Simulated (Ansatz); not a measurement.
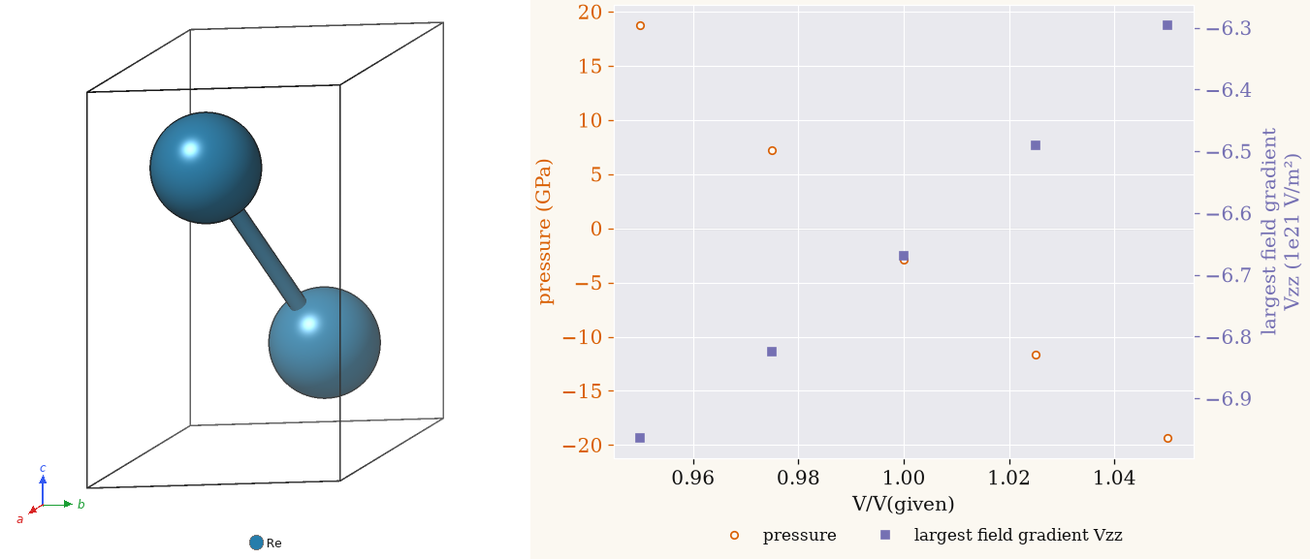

Plotted: pressure and largest field gradient Vzz against V/V(given) for Re, space group P6_3/mmc (No. 194). The conventional cell is drawn beside the plot.

Starting cell:
```cif
data_structure
_symmetry_space_group_name_H-M 'P 1'
_symmetry_Int_Tables_number 1
_cell_length_a 2.7653
_cell_length_b 2.7653
_cell_length_c 4.4736
_cell_angle_alpha 90.000
_cell_angle_beta 90.000
_cell_angle_gamma 120.000
_cell_volume 29.63
loop_
_atom_site_label
_atom_site_type_symbol
_atom_site_fract_x
_atom_site_fract_y
_atom_site_fract_z
_atom_site_occupancy
Re1 Re 0.33333 0.66667 0.25000 1
Re2 Re 0.66667 0.33333 0.75000 1
```

Calculation (Ansatz 0.2.0): periodic Kohn-Sham DFT of a crystal at fixed atoms, scaled to the stated factor times the given cell; pressure positive in compression. Level: r2SCAN.

- method: frozen-core PAW
- relativity: scalar
- k mesh: 14×14×8
- occupations: Fermi–Dirac
- smearing width: 0.08 eV
- wave cutoff: 500 eV
- PAW set: soft_2

V(given) is 14.81 Å³/atom.

> Read off the course of the pressure.

It falls from 18.8 GPa at V/V(given) 0.950 to −19.3 GPa at 1.050, and changes sign near 0.993.

> How does the largest field gradient Vzz vary with V/V(given)?

It rises from −6.964 1e21 V/m² at V/V(given) 0.950 to −6.296 1e21 V/m² at 1.050.

Limits of the calculation: PAW files made with PBE; field gradient without spin-orbit coupling on heavy atoms; no gap: field gradients move with the k mesh; no spin-orbit coupling on heavy atoms; shape and atomic fractions are frozen while scaling, which makes layered, chain and framework solids too stiff.
